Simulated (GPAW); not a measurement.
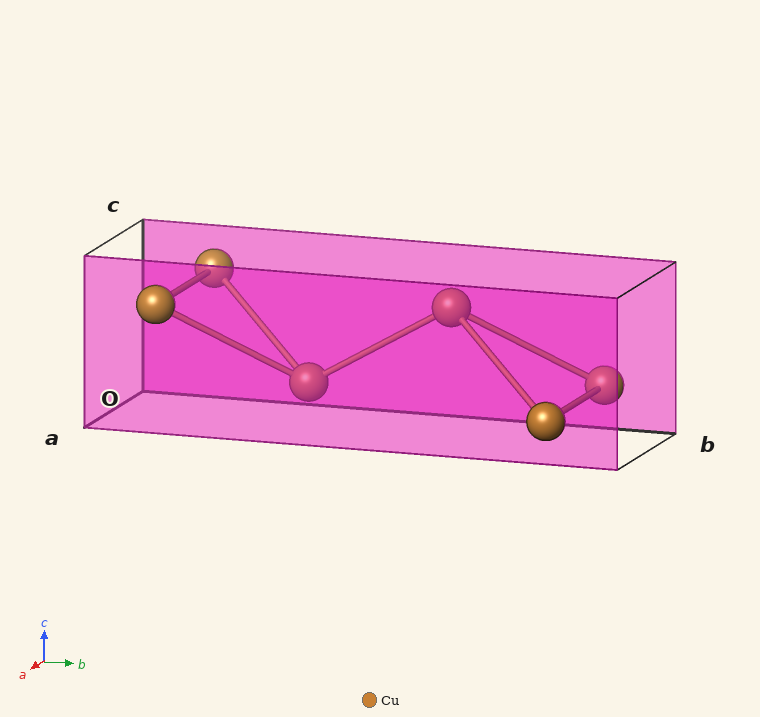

Crystal: Cu, a cell listed in the Materials Project, as set up for an electronic-structure calculation. Every member of one family of equally spaced planes, hx + ky + lz = a whole number, that cuts the unit cell is shaded (one member passes through the origin O). Symmetry computed with spglib at a tolerance of 0.002 Å; standard conventional cell.

a = 2.437 Å, b = 7.953 Å, c = 2.475 Å, α = 90.00°, β = 90.00°, γ = 90.00°.

Index the planes.

(1 0 0); the opposite sign names the same planes. The member next to the origin meets the axes a at 1, b never, c never.

What is the spacing?

d = 2.437 Å.

Which atoms of the cell lie in these planes (within 0.03 Å)?

2 of the 4 Cu.
